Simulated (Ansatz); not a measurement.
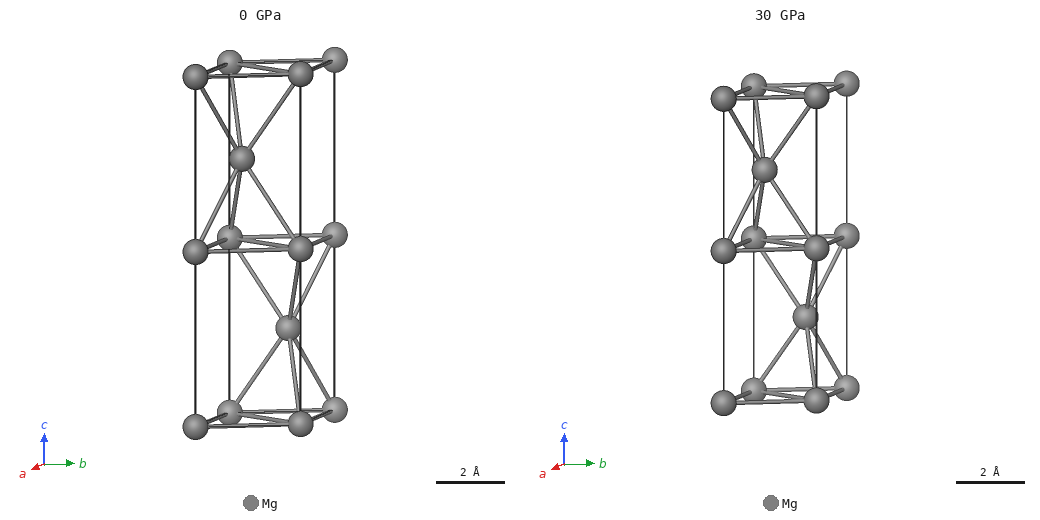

Mg, double hexagonal close-packed (α-La type), space group P6₃/mmc (No. 194), relaxed (cell and atoms) under a series of hydrostatic pressures; the conventional cell is drawn at the lowest and the highest, to one scale (sticks follow a distance rule). The start was a structure listed in the Materials Project.

Alike in all runs: Ansatz 0.2.0; functional PBEsol; potentials Ansatz PAW; cutoff 420 eV; k mesh 10 × 10 × 3 on the run's cell of 4 atoms; occupations fermi-dirac, width 0.05 eV; no spin polarisation; no spin-orbit coupling.

| pressure (GPa) | volume (Å³/atom) | a (Å) | c (Å) |
| --- | --- | --- | --- |
| 0.0 | 22.659 | 3.165 | 10.446 |
| 2.0 | 21.560 | 3.115 | 10.266 |
| 5.0 | ? | ? | ? |
| 10.0 | 18.745 | 2.986 | 9.711 |
| 20.0 | 16.729 | 2.876 | 9.339 |
| 30.0 | 15.377 | 2.796 | 9.085 |

> Fit a third-order Birch-Murnaghan equation to the rows given and use it to fill in the volume that is left out.

The fit gives V0 = 22.67 Å³/atom, B0 = 36 GPa and B0′ = 3.9, which puts the volume at 5.0 GPa at 20.29 Å³/atom. The run gave volume 20.302 Å³/atom; a 3.055 Å; c 10.046 Å.

> Which axis yields most up to 30 GPa?

The axes shrink nearly alike: a −11.7 %, c −13.0 %, against −32.1 % in volume.

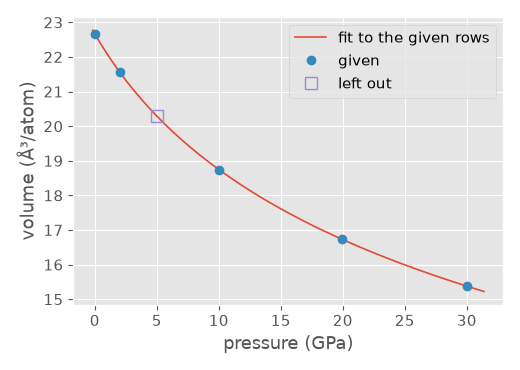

Volume against pressure, with the fit. The structure was kept in its own symmetry, so a change to another phase within this range wouldn't be seen.

Caveat: the plane-wave basis is chosen anew once the cell has moved, so the energies of steps on either side of that aren't comparable.
